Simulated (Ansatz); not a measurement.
## WSi₆: geometry relaxation (part 2 of 2)

WSi₆ (slab, 7 atoms in the cell); DFT PBEsol, scalar-relativistic, plane waves, PAW, spin-polarised (Ansatz 0.2.0); cutoff 420 eV, 9×9×1 k-mesh, Gaussian smearing of 0.05 eV, collinear spins. The structure derives from a Materials Project entry. The input holds or restrains some coordinates. Forces given for the steps count only the free coordinates. It belongs to a series of runs on one base structure; here: W over the place (0/6, 3/6) of the surface cell, its height relaxed.

Geometry of the input (Å; fractional positions):
```
3.8249  0.0000  0.0000
-1.9124  3.3125  0.0000
0.0000  0.0000  26.1211
Si 0.6667  0.3333  0.3254
Si 0.3333  0.6667  0.3559
Si 0.3333  0.6667  0.4465
Si 0.6667  0.3333  0.4756
Si 0.6667  0.3333  0.5673
Si 0.3333  0.6667  0.5929
W  0.3333  1.1667  0.6680
```

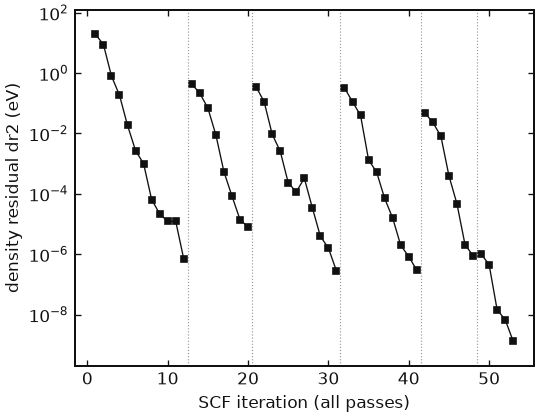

Figure 1. Convergence of the self-consistent field: density residual dr2 against the SCF iteration. The dotted lines part the SCF passes of the relaxation: geometry steps, rejected trials and re-solves on a re-selected basis. The 6 passes take 5 to 12 iterations each, 53 in all.

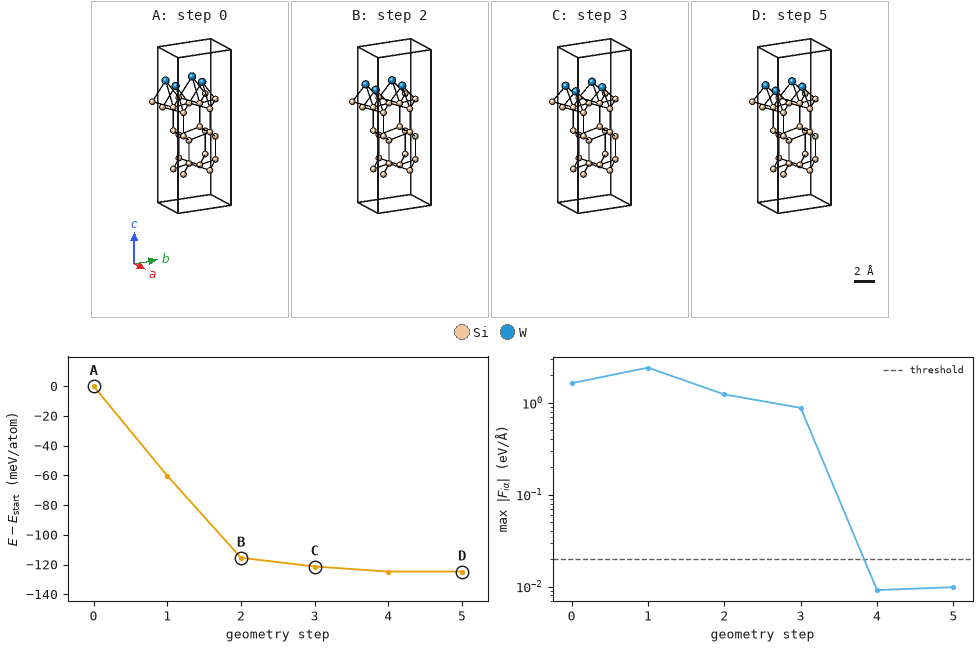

Figure 2. Frames of the restrained relaxation (ball-and-stick view of the 2 × 2 repeat of the cell, with the vacuum cut short, with bonded neighbours outside it, seen slightly off an axis) above the curves, on which the letters mark them (the first geometry is step 0 here and step 1 in the log).

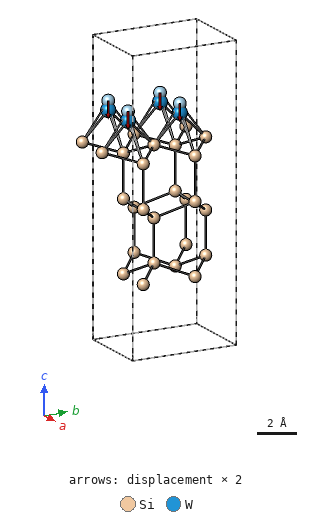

Figure 3. Start (faint) and end (solid) with the displacements as red arrows, magnified 2 times (ball-and-stick view of the 2 × 2 repeat of the cell, with the vacuum cut short, with bonded neighbours outside it, seen slightly off an axis). Over 5 geometry steps the energy falls by 125 meV per atom. The largest force component goes from 1.6 to 0.0098 eV/Å. The atom that moves furthest is W7 (0.49 Å). Si stays in place. The lattice vectors keep their values. Among the contacts that change: Si5–W7 2.853 → 2.408 Å, Si6–W7 2.738 → 2.412 Å. Among the angles that change: W7–Si6–W7 88.6° → 104.9°, Si6–W7–Si6 88.6° → 104.9°, Si5–W7–Si6 48.7° → 57.2°. (Atoms are counted from 1 in the order of the input.)

```
WARN: The output density's exchange-correlation potential varies sharply where the density is thin. Do not read a vacuum level from v_tot or v_xc, or from such a field of the output density. On a cell that repeats whose density bears no net charge and no dipole along the vacuum's axis use v_es (v_loc + v_h of the components); under efield.dipole_correction with no amplitude use v_es + v_field, which holds any external_charges[].barrier, or the levels of the report's work_function block, which leave it out; under a non-zero efield.amplitude the vacuum is tilted and has no level; on a cell that repeats and bears such a dipole with no correction it is tilted too, and efield.dipole_correction with no amplitude gives each side of its ramp a level where efield: is served; in a cell that repeats whose density bears a net charge (total_charge, or a fill off its count) it is curved and has none; of a slab under crystal.periodic whose density bears no net charge use v_es, which has a level on each side, short of where the two are joined; of another it falls or rises all the way out and has none; of a slab beside external_charges read slab_vacuum_level instead, which it has where they leave it neutral. The grid or the basis barely resolves most such structure, and the values can differ between equally converged runs; as a rule a tighter scf.convergence.dr2_threshold does not remove it. Where the density itself ripples (under the LDA too) a higher basis.ecutwfc lessens it. The files hold the spikes' plane waves up to the density's cutoff. Files: v_tot_of_output_density and the like, and their columns of v_z.tsv (output.write_potential); v_xc_of_output_density and the like, and their columns of v_comp_z.tsv (output.write_potential_components). Measured: with its Gaussian average of σ = 0.25 Å subtracted twice, the exchange-correlation potential is over 0.1 eV at 26 of the grid points where the equally averaged density (valence and model cores) is under 1e-3 e/Å³, and 0.179 eV at the most among them, at an averaged density of 3.3e-9 e/Å³. See output.write_potential in the manual, Limitations
SCF converged after 5 iterations
Magnetization: -1.0384 μB (18.4808 up, 19.5192 down)
Absolute magnetization: 1.0616 μB (∫|ρ↑−ρ↓|, with the PAW one-centre terms)
Spin contamination: 0.0296 ħ² per cell (⟨S²⟩ above its minimum at these occupations)
Per-site moments (μB) at R_I (Å): [(-0.20162766611999547, 0.9684117029052693), (-0.029293300956826654, 0.9684117029052693), (-0.046783160741878445, 0.9636467155961935), (-0.017707878797726936, 0.9636467155961935), (-0.015764666550574718, 0.95199867756322), (-0.01386692579364256, 0.95199867756322), (-0.09604227188855136, 0.993392190086901)]
Free energy (F): -13978.835773 eV
Harris-Foulkes:  -13978.835773 eV  (|F-HF|=9.02e-10)
Internal energy: -13978.830242 eV  (E = F + TS)
E sigma→0 (E₀):  -13978.833007 eV
Entropy (-TS):   -0.005531 eV (-0.790 meV/atom)
Fermi energy:    0.663740 eV
Dipole field:    D = 0.014218 V/Å  (p = 0.026003 e·Å, saw-weighted, corrected)
Work function:   Φ+ = 4.3919 eV   Φ− = 4.7632 eV
Levels:          The Fermi level and band energies are counted from a zero that moves with the ramp; work functions are not
--- Per-component energies (eV) ---
  E_band       = -487.379812
  E_kinetic    = 689.151108
  E_local      = -17169.457660  (includes V_loc(G=0)·N_el)
  E_nonlocal   = 163.944478
  E_hartree    = 8242.789557
  E_xc         = -588.825140
  E_vxc        = -513.623549  (∫ρ·V_xc dr)
  E_paw        = -11430.147345  (= ΣΔE_a)
  E_vpaw       = -142.505644  (= ΣTr[D̂ρ^β])
  E_aug_tail   = -0.000022  (compensation charges beyond the density's cutoff)
  E_efield     = 0.000185  (sawtooth field / dipole correction)
  E_vefield    = -0.470937  (∫n·V_field dr)
  E_ewald      = 6113.303441
  E_core_change = 0.411156  (= ΣΔE_core)
  E_smearing   = -0.005531  (= −TS)
  E_closure    = 0.000000  (closes the sum)
  Σ components = -13978.835773   (vs F -13978.835773, Δ=0.00e0)
--- Forces (eV/Å), atoms counted from 1 ---
  atom   1  Si    -0.00659675    -0.00380863     0.41611615
  atom   2  Si    -0.00575836    -0.00332459    -0.59201119
  atom   3  Si     0.00436116     0.00251792     0.06016665
  atom   4  Si    -0.16906832    -0.09761164     0.35315502
  atom   5  Si     0.66606760     0.38455431    -0.92921093
  atom   6  Si    -0.48196668    -0.27826359     0.68194507
  atom   7  W     -0.00703763    -0.00406318     0.00984000
  max |Σ_I F_I| component: 1.02e-6 eV/Å
--- Band table (eV; the first three rows and the last of 50) ---
  k-point 0 ↑: bands = ["-73.2200", "-37.5226", "-37.4351", "-37.4107", "-11.4726", "-10.6650", "-9.5590", "-5.8272", "-3.9747", "-2.4064", "-2.0812", "-1.0995", "-0.9399", "-0.4278", "-0.3659", "-0.0692", "0.3539", "0.5248", "0.5310", "0.9002", "1.2329", "2.1338", "2.2229", "2.5247", "3.1869", "3.3999", "3.8227", "4.1610"]
  k-point 1 ↑: bands = ["-73.2199", "-37.5223", "-37.4366", "-37.4145", "-11.3278", "-10.5200", "-9.4122", "-5.7254", "-3.8961", "-3.0150", "-2.0825", "-1.5526", "-1.3966", "-0.6972", "-0.5300", "-0.4622", "-0.1116", "0.2680", "0.5069", "0.9888", "1.1969", "1.7948", "2.6012", "3.0775", "3.5258", "3.6655", "3.9873", "4.4972"]
  k-point 2 ↑: bands = ["-73.2197", "-37.5217", "-37.4409", "-37.4234", "-10.9011", "-10.0934", "-8.9792", "-5.6030", "-4.3755", "-3.6719", "-2.7264", "-2.4682", "-2.2206", "-1.2716", "-1.1737", "-0.5451", "-0.2520", "0.0442", "0.5720", "0.8158", "1.1437", "1.6421", "2.2240", "3.1293", "3.7118", "4.2833", "4.5582", "4.9150"]
  k-point 24 ↓: bands = ["-73.2753", "-37.5911", "-37.5593", "-37.4842", "-9.2919", "-8.5629", "-7.6973", "-7.2229", "-6.7518", "-5.7456", "-4.0409", "-3.4532", "-2.7688", "-2.5011", "-2.0497", "-1.7082", "-0.3308", "0.0619", "0.4397", "1.3497", "1.4692", "2.2383", "2.3308", "2.5639", "2.9172", "3.6031", "3.6790", "4.2980"]
--- Relaxed structure (6 steps of the walk, 6 accepted, 0 SCFs on fresh bases) ---
  F+E_penalty+E_count = -13978.83577281 eV   max|allowed force component| = 9.840e-3 eV/Å
  atoms:
    - { symbol: Si, position: [0.6666666667, 0.33333333335000004, 0.325407034] }
    - { symbol: Si, position: [0.33333333330000003, 0.6666666666500001, 0.3559122531000001] }
    - { symbol: Si, position: [0.33333333330000003, 0.6666666666500001, 0.44646421] }
    - { symbol: Si, position: [0.6666666667, 0.33333333335000004, 0.47564078630000006] }
    - { symbol: Si, position: [0.6666666667, 0.33333333335000004, 0.5672640819] }
    - { symbol: Si, position: [0.33333333330000003, 0.6666666666500001, 0.5929366410000001] }
    - { symbol: W, position: [0.3333333333000001, 1.1666666666500003, 0.6491971792017215] }
--- Löwdin populations: 7 sites ---
  site symbol       q [e]    m [muB]
     0     Si      3.9463    -0.6552
     1     Si      3.9767    -0.0062
     2     Si      3.9467    -0.1028
     3     Si      3.9353    -0.0319
     4     Si      3.8609    -0.0305
     5     Si      4.0590    -0.0218
     6      W     13.8339    -0.1716
  spilling = 0.011609 (of n_electrons = 38.000000)
```

**Trajectory as extended XYZ (Å, eV, eV/Å), 6 frames, from step=1 to step=6**
```
7
Lattice="3.8249 0.0000 0.0000 -1.9124 3.3125 0.0000 0.0000 0.0000 26.1211" Properties=species:S:1:pos:R:3:forces:R:3 step=1 energy=-13977.96272
Si    1.9124    1.1041    8.5000   -0.0293  -0.0169   0.3967
Si    0.0000    2.2083    9.2968    0.0185   0.0107  -0.5475
Si    0.0000    2.2083   11.6622    0.0183   0.0106  -0.0197
Si    1.9124    1.1041   12.4243   -0.1304  -0.0753   0.0728
Si    1.9124    1.1041   14.8176    0.1925   0.1111  -0.1967
Si    0.0000    2.2083   15.4882   -0.2945  -0.1700   1.9295
W    -0.9562    3.8645   17.4482    0.2249   0.1299  -1.6353
7
Lattice="3.8249 0.0000 0.0000 -1.9124 3.3125 0.0000 0.0000 0.0000 26.1211" Properties=species:S:1:pos:R:3:forces:R:3 step=2 energy=-13978.38445
Si    1.9124    1.1041    8.5000    0.0047   0.0027   0.3950
Si    0.0000    2.2083    9.2968   -0.0133  -0.0077  -0.5868
Si    0.0000    2.2083   11.6622    0.0061   0.0035   0.0634
Si    1.9124    1.1041   12.4243   -0.2328  -0.1344   0.2235
Si    1.9124    1.1041   14.8176    0.4012   0.2316   0.1402
Si    0.0000    2.2083   15.4882   -0.4913  -0.2836   2.1810
W    -0.9562    3.8645   17.2532    0.3251   0.1877  -2.4168
7
Lattice="3.8249 0.0000 0.0000 -1.9124 3.3125 0.0000 0.0000 0.0000 26.1211" Properties=species:S:1:pos:R:3:forces:R:3 step=3 energy=-13978.77076
Si    1.9124    1.1041    8.5000   -0.0075  -0.0043   0.4209
Si    0.0000    2.2083    9.2968   -0.0083  -0.0048  -0.5908
Si    0.0000    2.2083   11.6622    0.0064   0.0037   0.0541
Si    1.9124    1.1041   12.4243   -0.1962  -0.1133   0.2976
Si    1.9124    1.1041   14.8176    0.5231   0.3020  -0.3165
Si    0.0000    2.2083   15.4882   -0.5215  -0.3011   1.3691
W    -0.9562    3.8645   17.0582    0.2041   0.1178  -1.2346
7
Lattice="3.8249 0.0000 0.0000 -1.9124 3.3125 0.0000 0.0000 0.0000 26.1211" Properties=species:S:1:pos:R:3:forces:R:3 step=4 energy=-13978.81200
Si    1.9124    1.1041    8.5000   -0.0083  -0.0048   0.4165
Si    0.0000    2.2083    9.2968   -0.0037  -0.0022  -0.5951
Si    0.0000    2.2083   11.6622    0.0045   0.0026   0.0638
Si    1.9124    1.1041   12.4243   -0.1489  -0.0859   0.3779
Si    1.9124    1.1041   14.8176    0.7745   0.4471  -1.3821
Si    0.0000    2.2083   15.4882   -0.4399  -0.2540   0.2385
W    -0.9562    3.8645   16.9030   -0.1782  -0.1029   0.8808
7
Lattice="3.8249 0.0000 0.0000 -1.9124 3.3125 0.0000 0.0000 0.0000 26.1211" Properties=species:S:1:pos:R:3:forces:R:3 step=5 energy=-13978.83577
Si    1.9124    1.1041    8.5000   -0.0065  -0.0038   0.4161
Si    0.0000    2.2083    9.2968   -0.0058  -0.0033  -0.5921
Si    0.0000    2.2083   11.6622    0.0043   0.0025   0.0603
Si    1.9124    1.1041   12.4243   -0.1691  -0.0976   0.3534
Si    1.9124    1.1041   14.8176    0.6657   0.3843  -0.9292
Si    0.0000    2.2083   15.4882   -0.4816  -0.2781   0.6821
W    -0.9562    3.8645   16.9578   -0.0069  -0.0040   0.0091
7
Lattice="3.8249 0.0000 0.0000 -1.9124 3.3125 0.0000 0.0000 0.0000 26.1211" Properties=species:S:1:pos:R:3:forces:R:3 step=6 energy=-13978.83577
Si    1.9124    1.1041    8.5000   -0.0066  -0.0038   0.4161
Si    0.0000    2.2083    9.2968   -0.0058  -0.0033  -0.5920
Si    0.0000    2.2083   11.6622    0.0044   0.0025   0.0602
Si    1.9124    1.1041   12.4243   -0.1691  -0.0976   0.3532
Si    1.9124    1.1041   14.8176    0.6661   0.3846  -0.9292
Si    0.0000    2.2083   15.4882   -0.4820  -0.2783   0.6819
W    -0.9562    3.8645   16.9578   -0.0070  -0.0041   0.0098
```

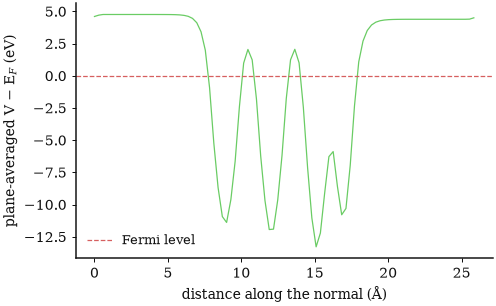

Figure 4. Plane average of the electrostatic potential energy of an electron across the cell, from the Fermi level. The vacuum level lies 4.39 eV above the Fermi level on the upper side and 4.76 eV on the lower.

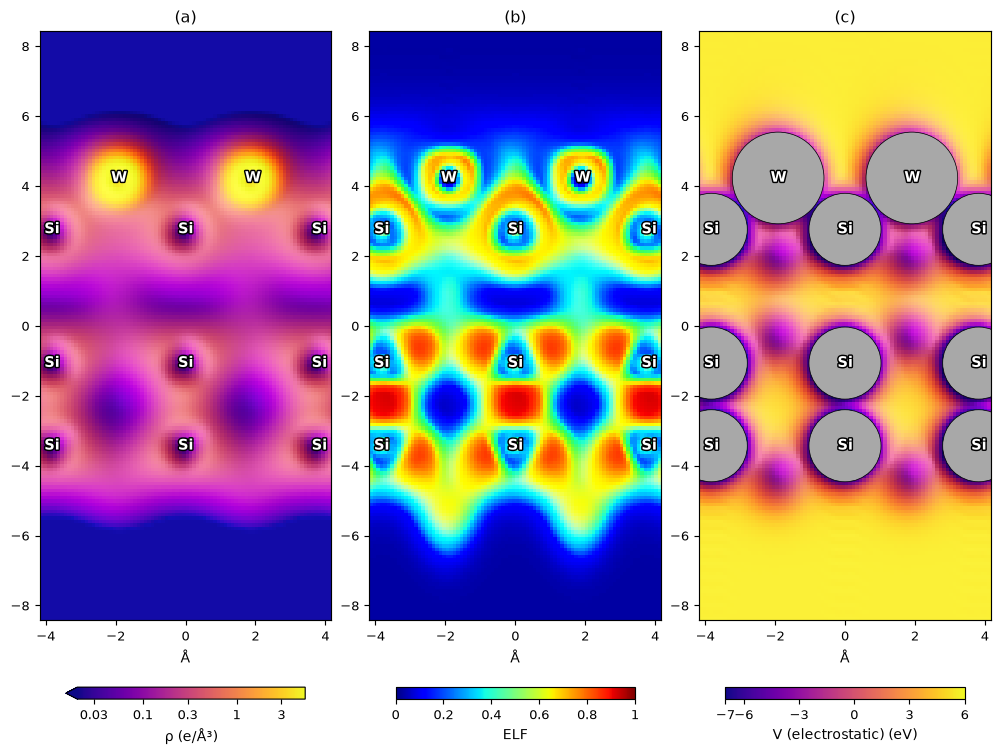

Figure 5. (a) valence charge density (pseudo); (b) electron localisation function; (c) electrostatic potential (local pseudopotential plus Hartree) felt by an electron on the (100) plane of the calculation cell, a cut from vacuum to vacuum. Grey discs, where drawn, cover atomic cores. Atoms in the plane: Si and W. Si–W (2.41 Å): the density is about 0.62 e/Å³ at the midpoint; the ELF is about 0.55 at the midpoint. The density dies away to nearly zero in the vacuum. The strong features right at W lie inside the PAW spheres (semicore, d or f shells) and say nothing about bonding. The fields are those of the smooth PAW valence density.

**Key numbers**

| quantity | value |
| --- | --- |
| outcome | converged under the restraints of the input |
| electrons treated | 38 |
| free energy | −13978.8358 eV |
| work function, top face | 4.39 eV |
| work function, bottom face | 4.76 eV |
| Fermi energy | 0.664 eV |
| gap on the k-point mesh | none (metallic) |
| net moment of the cell | −1.04 μB |
| integrated absolute moment | 1.06 μB |
| final volume | 330.95 Å³ |
| work function (upper face) | 4.39 eV |
| largest force (length of the vector) at the end, held atoms and coordinates included | 1.206 eV/Å |
| hardware | 1 thread of Arm Neoverse V2, 24 GiB of memory available, shared host |
| wall time | 6.9 min |
| peak memory | 0.87 GiB |

The program warns: the exchange-correlation potential is rough where the density is thin. Spin–orbit coupling is left out, which matters for W.
